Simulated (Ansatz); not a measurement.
# Dielectric response of NaCl (001) films, part 2 of 5

Wanted: ε of rocksalt NaCl (001) by finite fields on slabs, and the band edges against the vacuum where run.

Ansatz 0.2.0; plane-wave DFT, PBE, Ansatz PAW (set soft_1); PAW set soft_1 (the session's first sound run).

So far, gap on the k-mesh (eV): step 2 (relaxing the film, 6 atoms, units 3) 5.02.

**3. Single point on the relaxed film, 6 atoms, units 3**

The film was relaxed beforehand; a single point on the relaxed positions gives its levels and potential.

input.yaml reads:

```yaml
crystal:
  lattice:
    - [3.98808225, 0.0, 0.0]
    - [0.0, 3.98808225, 0.0]
    - [0.0, 0.0, 23.64]
  atoms:
    - { symbol: Na, position: [0.5, 0.5, 0.38176305] }
    - { symbol: Cl, position: [0.0, 0.0, 0.377498471] }
    - { symbol: Na, position: [0.0, 0.0, 0.500000003] }
    - { symbol: Cl, position: [0.5, 0.5, 0.4999999959] }
    - { symbol: Na, position: [0.5, 0.5, 0.6182369519] }
    - { symbol: Cl, position: [0.0, 0.0, 0.6225015281] }
kpoints:
  mp_grid: { grid: [8, 8, 1] }
hamiltonian:
  xc: pbe
  pseudopotentials: { kind: paw, azcp: { folder: soft_1 } }
scf:
  occupations: { method: fixed }
  convergence: { dr2_threshold: 1.0e-09 }
efield:
  axis: 3
  dipole_correction: true
  ramp_position: 0.97
  ramp_width: 0.06
output:
  eigenvalues: true
  write_potential: true
  write_density: true
  volumetric_format: npy
```

Started as:

```bash
$ ansatz run input.yaml --threads 4 --pin off --max-ram 8192MiB --backend cpu --events-out ev --progress --plain --runs-dir out
```

Numbers of over 12 decimals in the logs are rounded to 6 here.

The log of the run:

```text
[...]
Crystal: 6 atoms, lattice volume = 375.989 Å³
Basis set: ecut = 420 eV, 7399 PW (Γ)
Bands: 30, of which v1, the nominal top of the filled ones, is band 24 counted from 1 (23 counted from 0)
Symmetry: 8 space group operations
k-points: 15 of 64
[...]
SCF iter   1: F=—  HF=-7709.323462 eV  |F-HF|=—  |Δ(HF+E_count)|=         —  Δρ=1.76e-2  dr2=2.84e0  ethr=3.10e-3  p=0.000 e·Å  D=1.16e-13 V/Å  ΔV_dip=-0.00 eV  dr2_dipole=2.92e-7  V_vac-E_F(+/−)=9.74/9.74 eV  ⟨swp⟩=5.8  Hψ=1734  notcnv=0  defer=54
[...]
SCF iter   9: F=-7708.385983 eV  HF=-7708.385983 eV  |F-HF|=4.61e-10  |Δ(HF+E_count)|=   9.09e-9  Δρ=4.39e-7  dr2=6.34e-10  ethr=2.08e-12  p=0.000 e·Å  D=2.93e-6 V/Å  ΔV_dip=-0.00 eV  dr2_dipole=7.76e-11  V_vac-E_F(+/−)=6.74/6.74 eV  ⟨swp⟩=12.4  Hψ=2495  notcnv=0
SCF 1 converged in 9 iterations: F = -7708.385983 eV  dr2 = 6.34e-10
[...]
WARN: The output density's exchange-correlation potential varies sharply where the density is thin. Do not read a vacuum level from v_tot or v_xc, or from such a field of the output density. On a cell that repeats whose density bears no net charge and no dipole along the vacuum's axis use v_es (v_loc + v_h of the components); under efield.dipole_correction with no amplitude use v_es + v_field, which holds any externa [...]
SCF converged after 9 iterations
Free energy (F): -7708.385983 eV
[...]
Internal energy: -7708.385983 eV  (E = F + TS)
E sigma→0 (E₀):  -7708.385983 eV
Fermi energy:    -3.946824 eV
Dipole field:    D = -0.000006 V/Å  (p = -0.000012 e·Å, saw-weighted, corrected)
Work function:   Φ+ = 6.7380 eV   Φ− = 6.7378 eV
[...]
--- Band table (eV; the first three rows and the last of 15) ---
  k-point 0: bands = [... 20 lower, -4.0509, -4.0509, -3.9468, -3.9468, 1.0694, 1.5989, 2.5671, 3.0792, ... 2 higher]
  k-point 1: bands = [... 20 lower, -4.1373, -4.0432, -4.0149, -3.9514, 1.3563, 1.7825, 2.7156, 3.2300, ... 2 higher]
  k-point 2: bands = [... 20 lower, -4.2138, -4.0648, -4.0244, -3.9657, 2.0433, 2.2365, 3.0763, 3.5931, ... 2 higher]
  k-point 14: bands = [... 20 lower, -4.6672, -4.6672, -4.2051, -4.1331, 3.4173, 3.8186, 3.9932, 4.4589, ... 2 higher]
```

Elapsed: 5 s, on 4 threads of Arm Neoverse V1, shared host; peak memory 0.62 GiB; 19 s of CPU time.

The column dr2 measures how far the density is from self-consistency, as an energy; F and HF (Harris–Foulkes) agree once it is small.

This step gave:

* dipole along the normal: -1.19e-5 e·Å

Running mean over 2.82 Å of the planar mean; the ramp of the sawtooth is left out. Table of electron's electrostatic potential energy less the highest filled level by z:

| z (Å) | electron's electrostatic potential energy less the highest filled level (eV) |
| --- | --- |
| 3 | 6.74 |
| 4 | 6.74 |
| 5 | 6.74 |
| 6 | 6.70 |
| 7 | 5.95 |
| 8 | 1.90 |
| 9 | 0.879 |
| 10 | 0.926 |
| 11 | 0.843 |
| 12 | 0.768 |
| 13 | 0.899 |
| 14 | 0.879 |
| 15 | 0.978 |
| 16 | 3.41 |
| 17 | 6.49 |
| 18 | 6.72 |
| 19 | 6.74 |
| 20 | 6.74 |

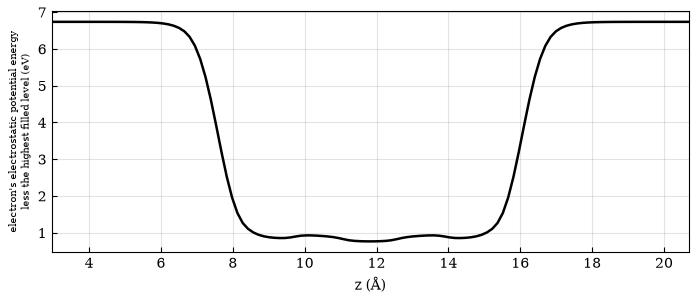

Electron's electrostatic potential energy less the highest filled level, plotted against z.

The gap is 5.02 eV, with the valence edge 6.74 eV and the conduction edge 1.72 eV under the upper vacuum level.

**4. Single point, 6 atoms, units 3, field 0.1 V/Å**

A sawtooth potential applies the field, turning back in the middle of the vacuum. With the dipole correction the typed value is the field outside the slab. The induced dipole is small, so the SCF threshold is tight.

input.yaml: that of step 3 with these lines changed.

```diff
@@ -19,3 +19,3 @@
   occupations: { method: fixed }
-  convergence: { dr2_threshold: 1.0e-09 }
+  convergence: { dr2_threshold: 1.0e-10 }
 efield:
@@ -25,4 +25,4 @@
   ramp_width: 0.06
+  amplitude: 0.1
 output:
-  eigenvalues: true
   write_potential: true
```

The log of the run:

```text
[...]
Crystal: 6 atoms, lattice volume = 375.989 Å³
Basis set: ecut = 420 eV, 7399 PW (Γ)
Bands: 30, of which v1, the nominal top of the filled ones, is band 24 counted from 1 (23 counted from 0)
Symmetry: 8 space group operations
k-points: 15 of 64
[...]
SCF iter   1: F=—  HF=-7709.326796 eV  |F-HF|=—  |Δ(HF+E_count)|=         —  Δρ=1.76e-2  dr2=2.84e0  ethr=3.10e-3  p=0.075 e·Å  D=3.60e-2 V/Å  ΔV_dip=-0.85 eV  dr2_dipole=1.02e-3  V_vac-E_F(+/−)=10.36/9.05 eV  ⟨swp⟩=5.8  Hψ=1721  notcnv=0  defer=56
[...]
SCF iter  11: F=-7708.388363 eV  HF=-7708.388363 eV  |F-HF|=9.09e-12  |Δ(HF+E_count)|=  1.03e-10  Δρ=5.50e-8  dr2=8.39e-12  ethr=1.00e-12  p=0.048 e·Å  D=2.29e-2 V/Å  ΔV_dip=-0.54 eV  dr2_dipole=7.06e-13  V_vac-E_F(+/−)=7.45/5.83 eV  ⟨swp⟩=15.3  Hψ=2130  notcnv=0
SCF 1 converged in 11 iterations: F = -7708.388363 eV  dr2 = 8.39e-12
[...]
SCF converged after 11 iterations
[...]
Free energy (F): -7708.388363 eV
[...]
Internal energy: -7708.388363 eV  (E = F + TS)
E sigma→0 (E₀):  -7708.388363 eV
Fermi energy:    -3.883115 eV
Dipole field:    D = 0.022907 V/Å  (p = 0.047597 e·Å, saw-weighted, corrected)
Work function:   not extracted (applied field tilts the vacuum); planar V_es + V_field profile in the machine report
[...]
--- Band table (eV; the first three rows and the last of 15) ---
  k-point 0: bands = [... 20 lower, -4.1081, -4.0789, -3.8831, -3.8831, 1.0186, 1.6164, 2.4030, 2.9270, ... 2 higher]
  k-point 1: bands = [... 20 lower, -4.1051, -4.0987, -3.9894, -3.8833, 1.2893, 1.8146, 2.5636, 3.0693, ... 2 higher]
  k-point 2: bands = [... 20 lower, -4.2258, -4.1013, -4.0324, -3.8838, 1.9133, 2.3327, 2.9882, 3.3719, ... 2 higher]
  k-point 14: bands = [... 20 lower, -4.6364, -4.6364, -4.2905, -4.0487, 3.3766, 3.8558, 3.9915, 4.4486, ... 2 higher]
```

Elapsed: 5.1 s, on 4 threads; peak memory 0.6 GiB; 20 s of CPU time.

This step gave:

| Item | Value |
| --- | --- |
| gap on the k-mesh | 4.902 eV |
| dipole along the normal | 0.04760 e·Å |

The dipole is 0.0476 e·Å, and the gap on the mesh 4.902 eV.

**5. Atoms held, 6 atoms, units 3, field -0.1 V/Å**

input.yaml: that of step 4 with these lines changed.

```diff
@@ -25,3 +25,3 @@
   ramp_width: 0.06
-  amplitude: 0.1
+  amplitude: -0.1
 output:
```

The log of the run:

```text
[...]
Crystal: 6 atoms, lattice volume = 375.989 Å³
Basis set: ecut = 420 eV, 7399 PW (Γ)
Bands: 30, of which v1, the nominal top of the filled ones, is band 24 counted from 1 (23 counted from 0)
Symmetry: 8 space group operations
k-points: 15 of 64
[...]
k-point 0: bands = [... 20 lower, -4.1081, -4.0789, -3.8831, -3.8831, 1.0186, 1.6164, 2.4030, 2.9270, ... 2 higher]
  k-point 1: bands = [... 20 lower, -4.1051, -4.0987, -3.9894, -3.8833, 1.2893, 1.8146, 2.5636, 3.0693, ... 2 higher]
  k-point 2: bands = [... 20 lower, -4.2258, -4.1013, -4.0324, -3.8838, 1.9133, 2.3327, 2.9882, 3.3719, ... 2 higher]
  k-point 14: bands = [... 20 lower, -4.6364, -4.6364, -4.2906, -4.0487, 3.3766, 3.8558, 3.9915, 4.4486, ... 2 higher]
[key lines of the parts left out:]
SCF converged after 11 iterations
Free energy (F): -7708.388363 eV
Fermi energy:    -3.883114 eV
Dipole field:    D = -0.022907 V/Å  (p = -0.047597 e·Å, saw-weighted, corrected)
```

Wall time 5.1 s (4 threads); peak memory 0.6 GiB; 20 s of CPU time.

The dipole is -0.0476 e·Å, and the gap on the mesh 4.902 eV.

**6. Response with the atoms held, 6 atoms, units 3**

This step: plane-wave DFT, PBE, Ansatz PAW (set soft_1); response to a field along the normal, atoms held; PAW set soft_1 (Ansatz 0.2.0).

The two fields give this film's response with the atoms held: the electronic part.

This step gave:

| Quantity | Value |
| --- | --- |
| equivalent conductor thickness p/(ε₀AE) | 5.415 Å |
| distance between the outer atoms | 5.792 Å |
| thickness | 8.46 Å |

Local field over the applied field, running mean. From the potentials at -0.1 and 0.1 V/Å; running mean over 2.82 Å, taken twice. Table of local field over applied field by z:

| z (Å) | local field over applied field |
| --- | --- |
| 4 | 0.998 |
| 5 | 0.986 |
| 6 | 0.922 |
| 7 | 0.771 |
| 8 | 0.577 |
| 9 | 0.439 |
| 10 | 0.395 |
| 11 | 0.397 |
| 12 | 0.399 |
| 13 | 0.395 |
| 14 | 0.402 |
| 15 | 0.478 |
| 16 | 0.646 |
| 17 | 0.835 |
| 18 | 0.954 |
| 19 | 0.993 |

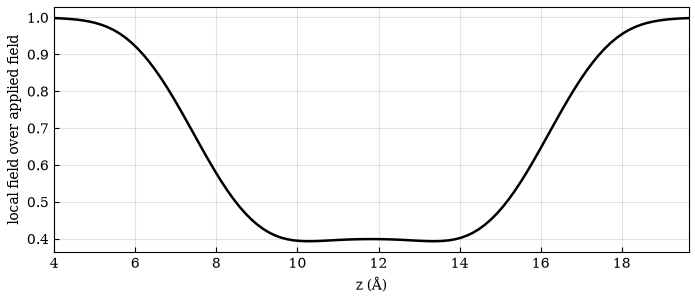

Local field over applied field against z.

The induced electron density oscillates, so the rows of the table below give means over windows of 1 Å about each position, cut where the curve ends. Its maxima inside the range that stand out by 2 % of the span (Å: e/Å³ per V/Å): 8.0: 0.00323, 11.1: 0.00232, 13.9: 0.00251. Its minima: 9.8: -0.00251, 12.6: -0.00232, 15.7: -0.00323.

Electrons, planar mean, per unit field. Table of induced electron density by z; means over each step:

| z (Å) | induced electron density (e/Å³ per V/Å) |
| --- | --- |
| 4 | 2.5e-6 |
| 5 | 1.8e-5 |
| 6 | 1.7e-4 |
| 7 | 0.00113 |
| 8 | 0.00271 |
| 9 | -1.6e-4 |
| 10 | -0.00154 |
| 11 | 0.00171 |
| 12 | -6.2e-4 |
| 13 | -9.2e-4 |
| 14 | 0.00181 |
| 15 | -0.00114 |
| 16 | -0.00248 |
| 17 | -6.0e-4 |
| 18 | -7.9e-5 |
| 19 | -7.8e-6 |

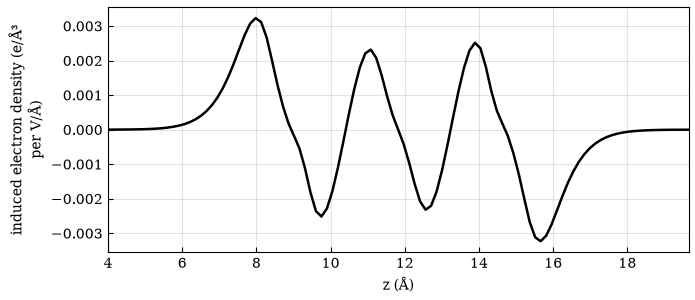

Induced electron density, plotted against z.

By hand: between -0.1 and 0.1 V/Å the dipole changes by 0.09519 e·Å, a slope of 0.4760 e·Å²/V. A perfect conductor of thickness t has p = ε₀AEt, so t = 180.95 × 0.4760 / 15.905 = 5.42 Å (e/ε₀ = 180.95 V·Å, A in Å²).

The induced dipole is that of a conductor 5.42 Å thick.

**7. Relaxing in the field, 6 atoms, field 0.05 V/Å**

This step: plane-wave DFT, PBE, Ansatz PAW (set soft_1); PAW set soft_1 (Ansatz 0.2.0).

Now the atoms may follow the field. A weak field makes forces of meV/Å to tens of meV/Å, so the force tolerance is set well below the usual one.

input.yaml: that of step 5 with these lines changed.

```diff
@@ -25,3 +25,6 @@
   ramp_width: 0.06
-  amplitude: -0.1
+  amplitude: 0.05
+relax:
+  f_tol: 0.0006
+  max_steps: 70
 output:
```

The log of the run:

```text
[...]
Crystal: 6 atoms, lattice volume = 375.989 Å³
Basis set: ecut = 420 eV, 7399 PW (Γ), exchange–correlation on 54×54×320 points (8 copies of the dense FFT grid, shifted against one another)
Bands: 30, of which v1, the nominal top of the filled ones, is band 24 counted from 1 (23 counted from 0)
Symmetry: 8 space group operations
k-points: 15 of 64
[...]
SCF iter   1: F=—  HF=-7709.324184 eV  |F-HF|=—  |Δ(HF+E_count)|=         —  Δρ=1.76e-2  dr2=2.84e0  ethr=3.10e-3  p=0.037 e·Å  D=1.80e-2 V/Å  ΔV_dip=-0.43 eV  dr2_dipole=2.56e-4  V_vac-E_F(+/−)=10.05/9.40 eV  ⟨swp⟩=5.8  Hψ=1721  notcnv=0  defer=55
[...]
SCF iter  11: F=-7708.386833 eV  HF=-7708.386833 eV  |F-HF|=1.82e-12  |Δ(HF+E_count)|=  2.16e-10  Δρ=5.21e-8  dr2=6.51e-12  ethr=1.00e-12  p=0.024 e·Å  D=1.15e-2 V/Å  ΔV_dip=-0.27 eV  dr2_dipole=1.96e-14  V_vac-E_F(+/−)=7.11/6.30 eV  ⟨swp⟩=7.5  Hψ=2298  notcnv=0
SCF 1 converged in 11 iterations: F = -7708.386833 eV  dr2 = 6.51e-12
[...]
relax step   1: F+E_penalty+E_count = -7708.38683289 eV  Δ(F+E_penalty+E_count) = +0.000e0 eV  max|allowed force component| = 2.340e-2 eV/Å  Δτ_max = 0.0000 Å  (11 SCF iters, accepted)
[...]
SCF iter   8: F=-7708.387116 eV  HF=-7708.387116 eV  |F-HF|=2.46e-11  |Δ(HF+E_count)|=  3.53e-10  Δρ=2.73e-8  dr2=5.85e-12  ethr=1.00e-12  p=0.037 e·Å  D=1.80e-2 V/Å  ΔV_dip=-0.42 eV  dr2_dipole=2.46e-12  V_vac-E_F(+/−)=7.05/6.39 eV  ⟨swp⟩=7.0  Hψ=2233  notcnv=0
SCF 2 converged in 8 iterations: F = -7708.387116 eV  dr2 = 5.85e-12
[...]
relax step   2: F+E_penalty+E_count = -7708.38711585 eV  Δ(F+E_penalty+E_count) = -2.830e-4 eV  max|allowed force component| = 6.919e-3 eV/Å  Δτ_max = 0.0097 Å  (8 SCF iters, accepted)
SCF iter   1: F=—  HF=-7708.387051 eV  |F-HF|=—  |Δ(HF+E_count)|=         —  Δρ=3.64e-5  dr2=2.91e-5  ethr=1.03e-6  p=0.037 e·Å  D=1.80e-2 V/Å  ΔV_dip=-0.42 eV  dr2_dipole=1.19e-6  V_vac-E_F(+/−)=7.05/6.39 eV  ⟨swp⟩=3.1  Hψ=891  notcnv=0  defer=60
[...]
SCF iter   6: F=-7708.387144 eV  HF=-7708.387144 eV  |F-HF|=1.33e-10  |Δ(HF+E_count)|=  6.73e-10  Δρ=9.79e-8  dr2=2.22e-11  ethr=1.00e-12  p=0.036 e·Å  D=1.73e-2 V/Å  ΔV_dip=-0.41 eV  dr2_dipole=1.68e-13  V_vac-E_F(+/−)=7.06/6.39 eV  ⟨swp⟩=7.0  Hψ=2376  notcnv=0
SCF 3 converged in 6 iterations: F = -7708.387144 eV  dr2 = 2.22e-11
relax step   3: F+E_penalty+E_count = -7708.38714357 eV  Δ(F+E_penalty+E_count) = -2.772e-5 eV  max|allowed force component| = 1.300e-3 eV/Å  Δτ_max = 0.0026 Å  (6 SCF iters, accepted)
SCF iter   1: F=—  HF=-7708.387144 eV  |F-HF|=—  |Δ(HF+E_count)|=         —  Δρ=5.46e-6  dr2=4.01e-7  ethr=7.41e-9  p=0.036 e·Å  D=1.73e-2 V/Å  ΔV_dip=-0.41 eV  dr2_dipole=7.58e-9  V_vac-E_F(+/−)=7.06/6.39 eV  ⟨swp⟩=2.0  Hψ=831  notcnv=0  defer=40
[...]
SCF iter   5: F=-7708.387144 eV  HF=-7708.387144 eV  |F-HF|=6.37e-12  |Δ(HF+E_count)|=  4.87e-10  Δρ=6.24e-8  dr2=3.12e-11  ethr=1.00e-12  p=0.036 e·Å  D=1.73e-2 V/Å  ΔV_dip=-0.41 eV  dr2_dipole=1.23e-12  V_vac-E_F(+/−)=7.06/6.39 eV  ⟨swp⟩=7.2  Hψ=2252  notcnv=0
SCF 4 converged in 5 iterations: F = -7708.387144 eV  dr2 = 3.12e-11
relax step   4: F+E_penalty+E_count = -7708.38714410 eV  Δ(F+E_penalty+E_count) = -5.303e-7 eV  max|allowed force component| = 2.759e-4 eV/Å  Δτ_max = 0.0004 Å  (5 SCF iters, accepted)
NSCF: frozen V_eff on 15 k-points
[...]
SCF converged after 5 iterations
[...]
Free energy (F): -7708.387144 eV
[...]
Internal energy: -7708.387144 eV  (E = F + TS)
E sigma→0 (E₀):  -7708.387144 eV
Fermi energy:    -3.946311 eV
Dipole field:    D = 0.017315 V/Å  (p = 0.035978 e·Å, saw-weighted, corrected)
Work function:   not extracted (applied field tilts the vacuum); planar V_es + V_field profile in the machine report
[...]
--- Forces (eV/Å), atoms counted from 1 ---
  atom   1  Na     0.00000000     0.00000000    -0.00025015
  atom   2  Cl    -0.00000000     0.00000000    -0.00019295
  atom   3  Na     0.00000000     0.00000000     0.00027082
  atom   4  Cl    -0.00000000     0.00000000     0.00020725
  atom   5  Na    -0.00000000     0.00000000     0.00002748
  atom   6  Cl    -0.00000000     0.00000000    -0.00009286
  max |Σ_I F_I| component: 3.04e-5 eV/Å
--- Band table (eV; the first three rows and the last of 15) ---
  k-point 0: bands = [... 20 lower, -4.0527, -4.0527, -3.9463, -3.9463, 1.0647, 1.5969, 2.5483, 3.0381, ... 2 higher]
  k-point 1: bands = [... 20 lower, -4.1377, -4.0452, -4.0154, -3.9506, 1.3506, 1.7815, 2.6986, 3.1918, ... 2 higher]
  k-point 2: bands = [... 20 lower, -4.2150, -4.0653, -4.0274, -3.9638, 2.0314, 2.2419, 3.0662, 3.5537, ... 2 higher]
  k-point 14: bands = [... 20 lower, -4.6682, -4.6682, -4.2072, -4.1310, 3.4146, 3.8178, 3.9885, 4.4569, ... 2 higher]
--- Relaxed structure (4 steps of the walk, 4 accepted, 0 SCFs on fresh bases) ---
  F+E_penalty+E_count = -7708.38714410 eV   max|allowed force component| = 2.759e-4 eV/Å
  atoms:
    - { symbol: Na, position: [0.5, 0.5, 0.381917] }
    - { symbol: Cl, position: [0, 0.0, 0.377144] }
    - { symbol: Na, position: [0, 0.0, 0.500142] }
    - { symbol: Cl, position: [0.5, 0.5, 0.499927] }
    - { symbol: Na, position: [0.5, 0.5, 0.618543] }
    - { symbol: Cl, position: [0, 0.0, 0.622328] }
```

It took 12 s on 4 threads; peak memory 0.58 GiB; 47 s of CPU time.

Relaxation path:

| step | energy less that of the first step (eV) | largest force component (eV/Å) |
| --- | --- | --- |
| 1 | 0.0000 | 0.0234 |
| 2 | -0.0003 | 0.0069 |
| 3 | -0.0003 | 0.0013 |
| 4 | -0.0003 | 0.0003 |

Forces are held to the 8 operations that the run works with; a distortion that breaks them can't arise in this run.

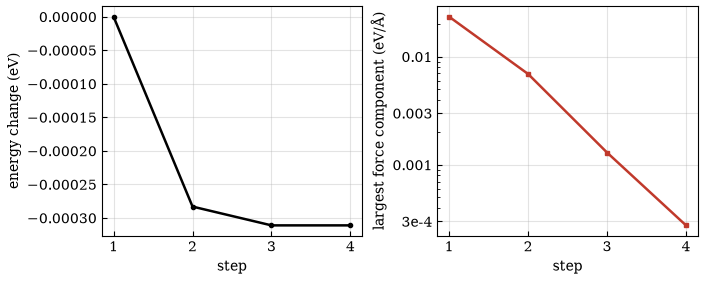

Energy and largest force along the relaxation.

The relaxed structure:

```xyz
6
Lattice="3.9881 0.0000 0.0000 0.0000 3.9881 0.0000 0.0000 0.0000 23.6400" Properties=species:S:1:pos:R:3
Na    1.9940    1.9940    9.0285
Cl    0.0000    0.0000    8.9157
Na    0.0000    0.0000   11.8233
Cl    1.9940    1.9940   11.8183
Na    1.9940    1.9940   14.6224
Cl    0.0000    0.0000   14.7118
```

Numbers from this step:

```yaml
gap_on_the_k_mesh: 5.011 eV
dipole_along_the_normal: 0.03598 e·Å
```

The relaxation took 4 steps and lowered the energy by 3.1e-4 eV; the largest force on the free atoms ends at 2.8e-4 eV/Å.

The dipole is 0.0360 e·Å, and the gap on the mesh 5.011 eV.

**8. Field on, atoms free, 6 atoms, field -0.05 V/Å**

The opposite sign, again from the field-free geometry; the difference of the two cancels what relaxes without a field.

input.yaml: that of step 7 with these lines changed.

```diff
@@ -25,3 +25,3 @@
   ramp_width: 0.06
-  amplitude: 0.05
+  amplitude: -0.05
 relax:
```

The log of the run:

```text
[...]
Crystal: 6 atoms, lattice volume = 375.989 Å³
Basis set: ecut = 420 eV, 7399 PW (Γ), exchange–correlation on 54×54×320 points (8 copies of the dense FFT grid, shifted against one another)
Bands: 30, of which v1, the nominal top of the filled ones, is band 24 counted from 1 (23 counted from 0)
Symmetry: 8 space group operations
k-points: 15 of 64
[...]
--- Relaxed structure (4 steps of the walk, 4 accepted, 0 SCFs on fresh bases) ---
  F+E_penalty+E_count = -7708.38714410 eV   max|allowed force component| = 2.759e-4 eV/Å
  atoms:
    - { symbol: Na, position: [0.5, 0.5, 0.381457] }
    - { symbol: Cl, position: [0, 0.0, 0.377672] }
    - { symbol: Na, position: [0, 0.0, 0.499858] }
    - { symbol: Cl, position: [0.5, 0.5, 0.500073] }
    - { symbol: Na, position: [0.5, 0.5, 0.618083] }
    - { symbol: Cl, position: [0, 0.0, 0.622856] }
[key lines of the parts left out:]
SCF converged after 5 iterations
Free energy (F): -7708.387144 eV
Fermi energy:    -3.946311 eV
Dipole field:    D = -0.017315 V/Å  (p = -0.035978 e·Å, saw-weighted, corrected)
```

Wall time 12 s (4 threads); peak memory 0.58 GiB; 47 s of CPU time.

The steps of the relaxation:

| step | energy less that of the first step (eV) | largest force component (eV/Å) |
| --- | --- | --- |
| 1 | 0.0000 | 0.0234 |
| 2 | -0.0003 | 0.0069 |
| 3 | -0.0003 | 0.0013 |
| 4 | -0.0003 | 0.0003 |

Forces are held to the 8 operations that the run works with; a distortion that breaks them can't arise in this run.

Final coordinates:

```xyz
6
Lattice="3.9881 0.0000 0.0000 0.0000 3.9881 0.0000 0.0000 0.0000 23.6400" Properties=species:S:1:pos:R:3
Na    1.9940    1.9940    9.0176
Cl    0.0000    0.0000    8.9282
Na    0.0000    0.0000   11.8167
Cl    1.9940    1.9940   11.8217
Na    1.9940    1.9940   14.6115
Cl    0.0000    0.0000   14.7243
```

The relaxation took 4 steps and lowered the energy by 3.1e-4 eV; the largest force on the free atoms ends at 2.8e-4 eV/Å.

The dipole is -0.0360 e·Å, and the gap on the mesh 5.011 eV.

[end of part 2 of 5]

[Logs are printed without paths, hosts, clocks, repeated set-up lines and the standing remarks that a program may print on its own settings, such as how far it seeks lower states.]

[Hosts, paths, dates, database ids (printed as entryN), source tags and the programs' standing remarks are cut or masked in the printed files.]

[Maps of the electrostatic potential energy from Ansatz leave out the sawtooth potential of an applied field or a dipole correction, so their vacuum need not be flat; planar profiles and work functions include it.]
